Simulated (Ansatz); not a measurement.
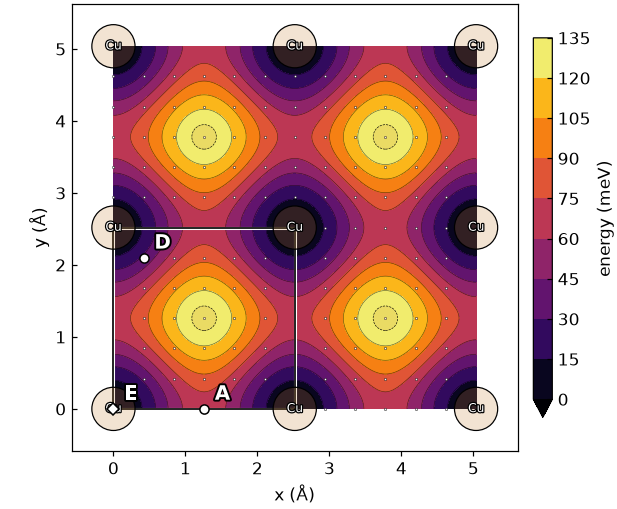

H on a Cu(100) slab cut from the Fm-3m phase, its upper half relaxed before the scan (12 atoms of substrate and one adsorbate in a 2 × 2 cell). H is moved over the surface cell at a fixed height above a rigid substrate; the origin of the map has the adsorbate above Cu9; the height is held at 2.50 Å. Places are given modulo a cell vector. The map is drawn in real space over the plane of the surface. The grid has 6 × 6 points; 10 points were computed and 26 follow by symmetry. Places are given in fractions of the 1 × 1 surface cell. Energies are in meV, from the lowest grid point. The runs have no spin polarisation, so an open-shell adsorbate far from the surface lies too high. At a fixed height the lowest place need not be the adsorption site. These are results of DFT PBE+D3(BJ), scalar-relativistic, plane waves, PAW in Ansatz, not measurements. Settings: cutoff 420 eV, k-mesh 5×5×1, gaussian smearing 0.1 eV, no spin polarisation.

Drawn: filled contours, dots at the grid points, labelled circles for the atoms of the top layer and small ones for the second layer, the outline of one cell of the 2 × 2 shown, lettered points. Between grid points the surface is interpolated.

Question: Is D the lowest point of the computed grid?

Answer: No. D lies 33 meV above the lowest grid point, which is at the top site over a surface Cu atom, (0/6, 0/6) of the cell vectors.

Question: Rank the lettered points by energy, lowest first.

Answer: E (0 meV), D (33 meV), A (70 meV).

PAW datasets: the set soft_1.
